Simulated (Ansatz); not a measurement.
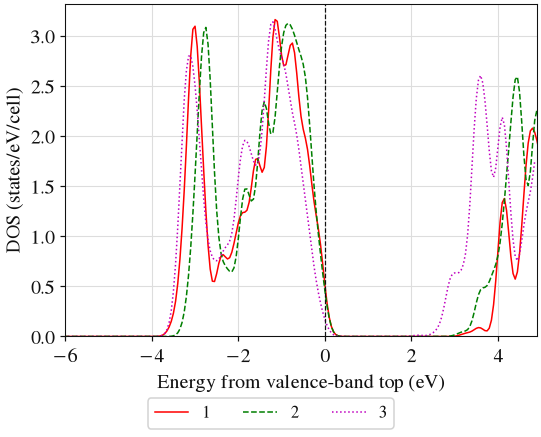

Total densities of states of MgTe, space group F-43m (No. 216), 2 atoms in the cell, zincblende type, by three methods on the same cell. The curves are built from the levels of the k mesh with Gaussians 0.3 eV wide, which also blur the band edges. Each is counted from its own valence-band top.

### Which curve is which? The methods: PBE+SOC, HSE06, r2SCAN.

1 is HSE06; 2 is r2SCAN; 3 is PBE+SOC. HSE06 gives a gap of 3.27 eV, r2SCAN gives a gap of 3.10 eV and PBE+SOC gives a gap of 2.15 eV.

Settings. HSE06: DFT, HSE06, plane waves, PAW, no spin polarisation, 6×6×6 k mesh, 420 eV cutoff (Ansatz). r2SCAN: DFT, r2SCAN, plane waves, PAW, no spin polarisation, 8×8×8 k mesh, 500 eV cutoff (Ansatz). PBE+SOC: DFT, PBE with spin-orbit coupling, plane waves, PAW, 8×8×8 k mesh, 420 eV cutoff (Ansatz 0.2.0).
